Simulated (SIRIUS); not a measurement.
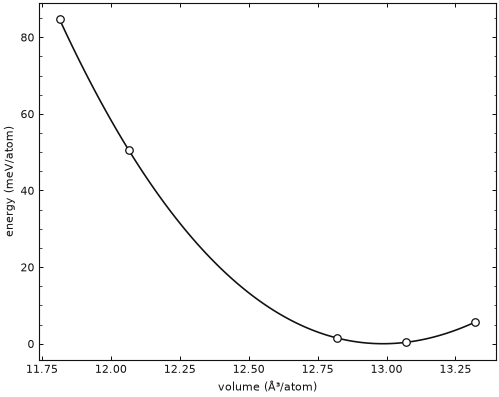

The picture above shows the energy against volume.

Computed with SIRIUS 7.12.0: all-electron LAPW DFT, no spin polarisation; energies at scaled volumes of the given cell, shape and fractions fixed, counted from the fit's minimum, third-order Birch-Murnaghan fit. Level: BLYP.

### For which of these solids was it computed?
A. HfC, Fm-3m (No. 225)
B. Y, P6_3/mmc (No. 194)
C. Al, Fm-3m (No. 225)

A, HfC: energy from 0.37 meV/atom to 84.62 meV/atom, V0 12.99 Å³/atom, B0 219 GPa. The others give: Al, energy from 0.13 meV/atom to 40.98 meV/atom, V0 17.38 Å³/atom, B0 58.5 GPa; Y, energy from 0.00 meV/atom to 23.61 meV/atom, V0 33.34 Å³/atom, B0 38 GPa.

For Y, limits of the calculation: shape and atomic fractions are frozen while scaling, which makes layered, chain and framework solids too stiff.
